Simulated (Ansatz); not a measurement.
# BAs: a B atom hops into a vacancy

Aim: the barrier for B5 to jump 3.31 Å into the empty B site beside it, in a 2×2×2 supercell of BAs with one B atom removed. The band relaxes its own ends first.

All numbers below are computed with Ansatz 0.2.0 (DFT LDA, plane waves, PAW, scalar-relativistic, no spin polarisation).

### 1 The structure to begin with

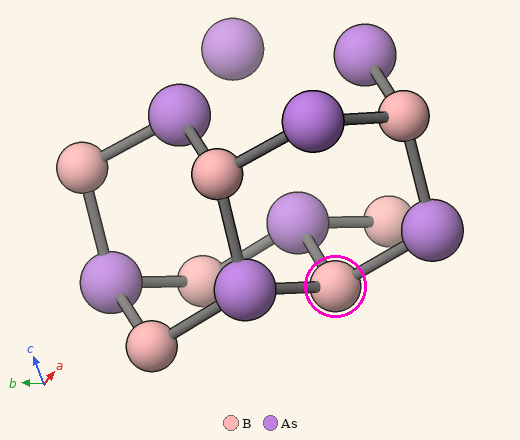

Start, viewed from a free direction; boron pink, arsenic purple. Each atom of the cell is drawn once, at one copy chosen for all pictures, so bonds across the cell's faces may be missing. Ringed: B5.

The empty site lies at (4.71, 2.34, 2.39) Å, and B5 starts at (2.38, 0.00, 2.36) Å. All atoms were shaken by about 0.02 Å to break the symmetry.

Structure file:

```xyz
15
Lattice="0.0000 4.7319 4.7319 4.7319 0.0000 4.7319 4.7319 4.7319 0.0000" Properties=species:S:1:pos:R:3 pbc="T T T"
B    -0.0231   -0.0006    0.0115
As    1.1968    1.1769    1.1592
B     2.3633    2.3860    0.0024
As    3.5669    3.5518    1.2080
B     2.3760   -0.0020    2.3606
As    3.5796    1.2095    3.5641
As    5.8908    3.5329    3.4998
B    -0.0578    2.3828    2.3703
As    1.1941    3.5765    3.5700
B     2.3627    4.7708    2.3576
As    3.5344    5.9069    3.5607
B     2.3662    2.3588    4.7262
As    3.5526    3.5413    5.8976
B     4.7186    4.7779    4.7390
As    5.8938    5.9190    5.9459
```

### 2 Relaxing the ends and the band

crystal.atoms is the first end and neb.final_atoms the second, which differs in B5 alone.

The input, input.yaml:

```yaml
crystal:
  lattice:
    - [0.0, 4.731864, 4.731864]
    - [4.731864, 0.0, 4.731864]
    - [4.731864, 4.731864, 0.0]
  atoms:
    - { symbol: B, position: [0.00358997, -0.0011659, -0.00371356] }
    - { symbol: As, position: [0.12038996, 0.12459433, 0.12833609] }
    - { symbol: B, position: [0.00265502, -0.00214715, 0.5015849] }
    - { symbol: As, position: [0.1260419, 0.12924516, 0.6245691] }
    - { symbol: B, position: [-0.00184022, 0.50071478, 0.00141784] }
    - { symbol: As, position: [0.12615737, 0.62705064, 0.12943969] }
    - { symbol: As, position: [0.12066383, 0.61896732, 0.62596016] }
    - { symbol: B, position: [0.50835029, -0.00743492, -0.00477946] }
    - { symbol: As, position: [0.62897421, 0.12547968, 0.12686454] }
    - { symbol: B, position: [0.50356963, -0.00533892, 0.50465484] }
    - { symbol: As, position: [0.62693532, 0.12555938, 0.62138152] }
    - { symbol: B, position: [0.49861948, 0.50017788, -0.00011696] }
    - { symbol: As, position: [0.62199545, 0.62437202, 0.12640815] }
    - { symbol: B, position: [0.50702049, 0.49449335, 0.50270139] }
    - { symbol: As, position: [0.63094711, 0.6256269, 0.61993747] }
kpoints:
  mp_grid: { grid: [3, 3, 3] }
magnetization:
  spin_polarized: false
scf:
  occupations: { method: gaussian, width: 0.1 }
hamiltonian:
  pseudopotentials: { kind: paw }
  xc: lda
basis:
  ecutwfc: 420
neb:
  images: 5
  relax_end_points: true
  climbing: true
  f_tol: 0.1
  max_iterations: 40
  order_check: false
  final_atoms:
    - { symbol: B, position: [0.00358997, -0.0011659, -0.00371356] }
    - { symbol: As, position: [0.12038996, 0.12459433, 0.12833609] }
    - { symbol: B, position: [0.00265502, -0.00214715, 0.5015849] }
    - { symbol: As, position: [0.1260419, 0.12924516, 0.6245691] }
    - { symbol: B, position: [0.00277862, 0.50191246, 0.49248814] }
    - { symbol: As, position: [0.12615737, 0.62705064, 0.12943969] }
    - { symbol: As, position: [0.12066383, 0.61896732, 0.62596016] }
    - { symbol: B, position: [0.50835029, -0.00743492, -0.00477946] }
    - { symbol: As, position: [0.62897421, 0.12547968, 0.12686454] }
    - { symbol: B, position: [0.50356963, -0.00533892, 0.50465484] }
    - { symbol: As, position: [0.62693532, 0.12555938, 0.62138152] }
    - { symbol: B, position: [0.49861948, 0.50017788, -0.00011696] }
    - { symbol: As, position: [0.62199545, 0.62437202, 0.12640815] }
    - { symbol: B, position: [0.50702049, 0.49449335, 0.50270139] }
    - { symbol: As, position: [0.63094711, 0.6256269, 0.61993747] }
```

Run with:

```console
$ ansatz run input.yaml --threads 4 --pin off --max-ram 8192MiB --backend cpu --events-out ev --progress --plain --runs-dir out
```

The program printed, cut to the lines that bear on the results:

```text
Warning: neb: disabling space-group detection — the band's intermediate images generally break the endpoint symmetry, so no spatial operation reduces the k-mesh or symmetrises the density, except that a semilocal band can use its path's symmetry ahead of convergence; time reversal is [...]
Warning: RAYON_NUM_THREADS=4 ignored (pool sized by the plan → 4); use --threads N
[...]
Pseudopotentials: kind: paw
Pseudopotential: B, paw, valence charge 3, recommended cutoff 420 eV (normal), B.paw.azcp
Pseudopotential: As, paw, valence charge 15, recommended cutoff 420 eV (normal), As.paw.azcp
Functional definition: SPW92
[...]
parallel-image band execution: 4 concurrent image workers
NEB image 0
Crystal: 15 atoms, lattice volume = 211.898 Å³
Basis set: ecut = 420 eV, 4111 PW (Γ)
Bands: 86, of which v1, the nominal top of the filled ones, is band 71 counted from 1 (70 counted from 0)
Symmetry: 1 space group operations
k-points: 14 of 27 (time reversal used)
[...]
SCF iter   1: F=—  HF=-39236.667805 eV  |F-HF|=—  |Δ(HF+E_count)|=         —  Δρ=7.73e-3  dr2=1.72e-1  ethr=1.77e-3  ⟨swp⟩=5.6  Hψ=4428  notcnv=0  defer=21
[...]
NSCF: frozen V_eff on 14 k-points
NEB image 6
[...]
NSCF: frozen V_eff on 14 k-points
NEB end point (image 0): max|allowed force component| = 1.146e0 eV/Å (the criterion of neb.relax_end_points is 2.000e-2)
NEB end point (image 6): max|allowed force component| = 9.727e-1 eV/Å (the criterion of neb.relax_end_points is 2.000e-2)
NEB image 0, for its relaxation
[...]
NEB image 0, for its relaxation
[...]
NEB image 0, for its relaxation
[...]
NEB image 0
[...]
NSCF: frozen V_eff on 14 k-points
NEB end point (image 0): relaxed in 15 SCF iterations, 0.146308 eV lower, largest move of an atom 0.053 Å; not tested for a saddle point
NEB image 6, for its relaxation
[...]
NEB image 6, for its relaxation
[...]
SCF iter   7: F=-39236.726548 eV  HF=-39236.726548 eV  |F-HF|=8.45e-8  |Δ(HF+E_count)|=   6.47e-9  Δρ=4.51e-6  dr2=4.86e-8  ethr=7.09e-11  ⟨swp⟩=4.1  Hψ=4281  notcnv=0
[...]
NEB image 6, for its relaxation
```

### 3 More of the same log

The log, continued, cut to the lines that bear on the results:

```text
SCF iter   1: F=—  HF=-39236.753700 eV  |F-HF|=—  |Δ(HF+E_count)|=         —  Δρ=1.93e-3  dr2=9.00e-3  ethr=5.27e-5  ⟨swp⟩=5.0  Hψ=2881  notcnv=0  defer=115
[...]
NEB image 6, for its relaxation
[...]
NEB image 6
[...]
NSCF: frozen V_eff on 14 k-points
NEB end point (image 6): relaxed in 20 SCF iterations, 0.188353 eV lower, largest move of an atom 0.059 Å; not tested for a saddle point
NEB image 1
[...]
NEB image 2
[...]
NEB image 3
[...]
NEB image 4
[...]
NEB image 5
[...]
SCF iter   8: F=-39234.338674 eV  HF=-39234.338674 eV  |F-HF|=5.03e-9  |Δ(HF+E_count)|=   5.58e-8  Δρ=1.58e-6  dr2=5.15e-9  ethr=5.13e-11  ⟨swp⟩=4.0  Hψ=4219  notcnv=0
[...]
NEB iter   1: max|band force component| = 7.588e1 eV/Å  barrier→ = 20.8784 eV  barrier← = 20.8785 eV  Δτ_max = 0.1785 Å  (62 SCF iters)
[...]
    - { symbol: B, position: [-0.03806901450627512, 0.45883993277685786, 0.28952205834945777] }
    - { symbol: As, position: [0.1705848644321206, 0.6675527358168898, 0.07970023671498105] }
    - { symbol: As, position: [0.09895553836982451, 0.5959216506697266, 0.6542423649861826] }
    - { symbol: B, position: [0.5037181450053216, 0.0007746923744748058, 0.00824639412075423] }
    - { symbol: As, position: [0.6370804896201444, 0.1340452096609076, 0.11462441648640753] }
    - { symbol: B, position: [0.5039586027208547, 0.0008192990373999121, 0.48766206296263864] }
    - { symbol: As, position: [0.6187031742346407, 0.11566747417480461, 0.6331515316046015] }
    - { symbol: B, position: [0.5373536084698385, 0.5063339683491355, -0.02180849403506191] }
    - { symbol: As, position: [0.6365109550448299, 0.6211419779346702, 0.1457374368891844] }
    - { symbol: B, position: [0.46643541796788435, 0.493240125282959, 0.520567408527377] }
    - { symbol: As, position: [0.6372528076722516, 0.6210331974704976, 0.596528464588466] }
```

Run time: 9.2 min. Hardware: 4 threads of Arm Neoverse V1, shared host; peak memory 1.5 GiB.

### 4 Images and barrier

Images 0 and 6 are the ends. Energies count from image 0; the path length is the program's own measure over all atoms.

```tsv
image	path (Å)	energy (eV)	B5–As13 (Å)	As2–B5 (Å)	B5–As15 (Å)	As4–B5 (Å)	B5 x y z (Å)	band force (eV/Å)
0	0.000	0.0000	2.05	2.05	3.92	3.91	2.36 0.01 2.37	-
1	0.645	0.7788	2.02	2.02	3.45	3.45	2.69 0.34 2.28	0.011
2	1.290	2.3242	2.07	2.07	2.89	2.89	3.11 0.76 2.09	0.033
3*	1.934	3.1350	2.35	2.35	2.35	2.35	3.54 1.19 1.99	0.010
4	2.586	2.3028	2.89	2.89	2.06	2.06	3.97 1.62 2.09	0.058
5	3.237	0.7974	3.45	3.45	2.02	2.02	4.39 2.04 2.28	0.014
6	3.888	-0.0001	3.92	3.92	2.05	2.05	4.72 2.37 2.37	-
```

The star marks the climbing image.

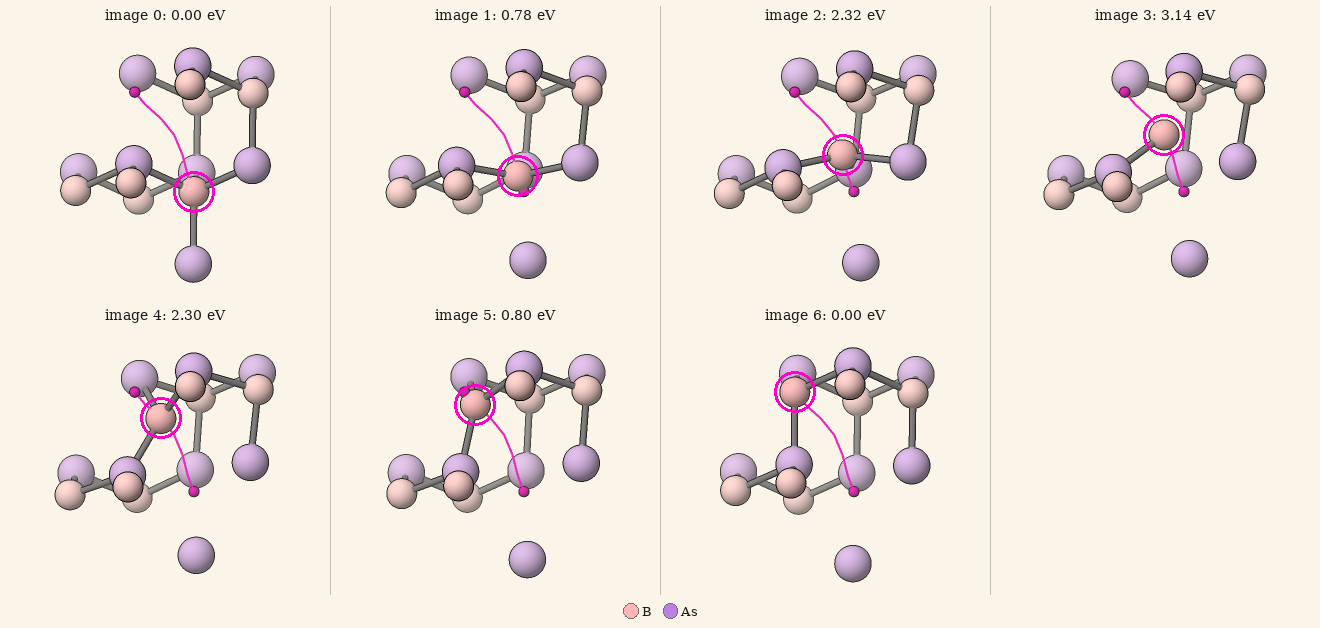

The images of the last band, seen from a free direction. Ringed: B5. The magenta line is the track of the ringed atom over the whole band, with dots at its ends. Each atom of the cell is drawn once, at one copy chosen for all pictures, so bonds across the cell's faces may be missing; the others are paled. Sticks join atoms closer than a bonding distance in each image.

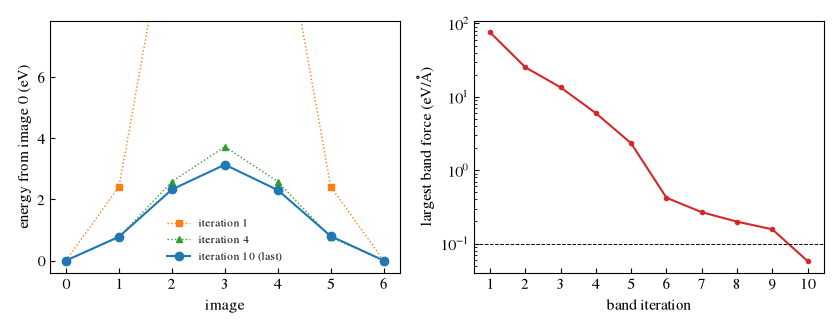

Left: energy of each image for early iterations and the last one (lines only join the points; early values far above the last band run off the scale). Right: the largest band force by iteration, with the threshold dashed.

How the highest energy settled:

```tsv
iteration	highest image above image 0 (eV)	largest band force (eV/Å)
1	20.8784	75.878
2	7.7892	25.311
3	5.1395	13.469
4	3.7251	5.989
5	3.2903	2.324
6	3.1649	0.421
7	3.1465	0.267
8	3.1356	0.199
9	3.1351	0.156
10	3.1350	0.058
```

The band as a trajectory file:

```xyz
15
Lattice="0.000 4.732 4.732 4.732 0.000 4.732 4.732 4.732 0.000" Properties=species:S:1:pos:R:3 pbc="T T T" image=0 dE=0.0000
B    -0.003    0.009    0.002
As    1.178    1.195    1.185
B     2.361    2.378    0.001
As    3.553    3.552    1.193
B     2.361    0.010    2.367
As    3.553    1.197    3.543
As    5.901    3.553    3.541
B    -0.005    2.375    2.367
As    1.177    3.556    3.550
B     2.361    4.741    2.369
As    3.544    5.926    3.550
B     2.361    2.373    4.733
As    3.544    3.557    5.916
B     4.725    4.741    4.733
As    5.903    5.926    5.922
15
Lattice="0.000 4.732 4.732 4.732 0.000 4.732 4.732 4.732 0.000" Properties=species:S:1:pos:R:3 pbc="T T T" image=1 dE=0.7788
B     0.040   -0.016    0.133
As    1.252    1.264    1.198
B     2.318    2.407   -0.119
As    3.499    3.506    1.177
B     2.692    0.340    2.278
As    3.613    1.261    3.762
As    5.908    3.556    3.356
B     0.012    2.392    2.386
As    1.165    3.545    3.622
B     2.313    4.693    2.372
As    3.524    5.904    3.496
B     2.335    2.419    4.865
As    3.616    3.631    5.930
B     4.759    4.698    4.613
As    5.857    5.879    5.909
15
Lattice="0.000 4.732 4.732 4.732 0.000 4.732 4.732 4.732 0.000" Properties=species:S:1:pos:R:3 pbc="T T T" image=2 dE=2.3242
B     0.066   -0.034    0.183
As    1.303    1.275    1.224
B     2.294    2.424   -0.161
As    3.479    3.476    1.183
B     3.108    0.756    2.086
As    3.616    1.264    3.896
As    5.835    3.483    3.319
B     0.030    2.410    2.391
As    1.172    3.552    3.638
B     2.312    4.693    2.381
As    3.532    5.912    3.484
B     2.317    2.445    4.915
As    3.627    3.682    5.956
B     4.775    4.674    4.571
As    5.826    5.859    5.915
15
Lattice="0.000 4.732 4.732 4.732 0.000 4.732 4.732 4.732 0.000" Properties=species:S:1:pos:R:3 pbc="T T T" image=3 dE=3.1350
B     0.060   -0.058    0.207
As    1.323    1.278    1.219
B     2.291    2.446   -0.191
As    3.458    3.412    1.222
B     3.541    1.190    1.991
As    3.536    1.184    3.966
As    5.916    3.564    3.288
B     0.043    2.423    2.387
As    1.177    3.557    3.649
B     2.311    4.692    2.389
As    3.543    5.924    3.475
B     2.293    2.439    4.939
As    3.629    3.701    5.951
B     4.797    4.670    4.541
As    5.761    5.838    5.954
15
Lattice="0.000 4.732 4.732 4.732 0.000 4.732 4.732 4.732 0.000" Properties=species:S:1:pos:R:3 pbc="T T T" image=4 dE=2.3028
B     0.035   -0.063    0.184
As    1.255    1.260    1.176
B     2.315    2.442   -0.159
As    3.463    3.430    1.232
B     3.972    1.621    2.086
As    3.444    1.092    3.891
As    6.011    3.660    3.323
B     0.042    2.422    2.381
As    1.181    3.562    3.640
B     2.323    4.704    2.394
As    3.555    5.935    3.484
B     2.287    2.414    4.916
As    3.611    3.634    5.908
B     4.793    4.695    4.573
As    5.781    5.843    5.964
15
Lattice="0.000 4.732 4.732 4.732 0.000 4.732 4.732 4.732 0.000" Properties=species:S:1:pos:R:3 pbc="T T T" image=5 dE=0.7974
B     0.016   -0.038    0.134
As    1.225    1.239    1.169
B     2.331    2.419   -0.116
As    3.473    3.482    1.205
B     4.389    2.039    2.284
As    3.457    1.106    3.759
As    5.927    3.576    3.360
B     0.041    2.421    2.372
As    1.188    3.569    3.623
B     2.342    4.723    2.390
As    3.563    5.944    3.497
B     2.313    2.396    4.866
As    3.590    3.605    5.901
B     4.770    4.711    4.616
As    5.833    5.854    5.937
15
Lattice="0.000 4.732 4.732 4.732 0.000 4.732 4.732 4.732 0.000" Properties=species:S:1:pos:R:3 pbc="T T T" image=6 dE=-0.0001
B    -0.007    0.008    0.003
As    1.182    1.184    1.193
B     2.359    2.373    0.003
As    3.541    3.557    1.187
B     4.725    2.374    2.369
As    3.535    1.185    3.546
As    5.914    3.563    3.546
B    -0.007    2.374    2.370
As    1.176    3.558    3.551
B     2.359    4.740    2.369
As    3.541    5.922    3.551
B     2.358    2.374    4.735
As    3.535    3.563    5.925
B     4.725    4.740    4.735
As    5.908    5.922    5.919
```

### 5 Results

| quantity | value |
| --- | --- |
| relaxation of the ends | 0.146 eV lower, moves up to 0.05 Å; 0.188 eV lower, moves up to 0.06 Å |
| barrier forwards | 3.14 eV |
| barrier backwards | 3.14 eV |
| second end relative to first | 0.000 eV |
| highest image | 3 of 0 to 6, climbing |
| band iterations | 10 |

The barrier from the first end is 3.14 eV, 121 times kT at 300 K; with a typical attempt rate of 10^13 per second that is roughly 10^-40 events a second. The ends differ by 1 meV at most. The input switches the test of curvatures off, so the top was not shown to be a first-order saddle. The cell of 15 atoms is small, so the barrier is not converged with size.
